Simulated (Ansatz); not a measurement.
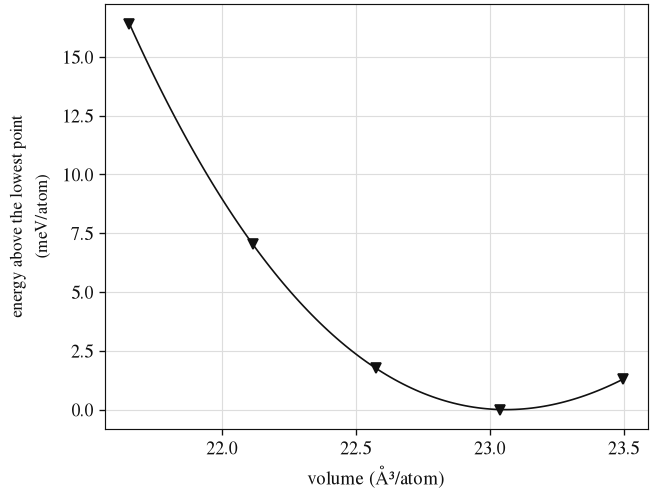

Plotted: energy above the lowest point against volume for Dy, space group Fd-3m (No. 227) (one of a set of cubic test structures, which need not be the stable phase).

How it was computed, with Ansatz 0.2.0 development build: equation of state of a cubic crystal from periodic Kohn-Sham density functional theory without spin, third-order Birch-Murnaghan fit to the free energies; pressure corrected for the finite basis. Level: PBE.

structure type diamond; atoms in cell 2; space group number 227; lattice centring face-centred primitive; k mesh 17×17×17; occupation method Fermi–Dirac; occupation width 0.06123 eV; wave cutoff 710 eV; datasets hand-made PAW; density tolerance 1e−09 eV; bands 30; density cutoff ratio 8; search for lower states default.

From this curve and the settings, what does the calculation give for the pressure at the same points?

The pressure falls from 4.048 GPa at volume 21.66 Å³/atom to −0.920 GPa at 23.50 Å³/atom, and changes sign near 23.06 Å³/atom.

```tsv
volume (Å³/atom)	pressure (GPa)
21.66	4.048
22.12	2.515
22.58	1.191
23.04	0.050
23.50	-0.920
```

Note: cubic model structure, not the ambient form; open f shell treated without spin.
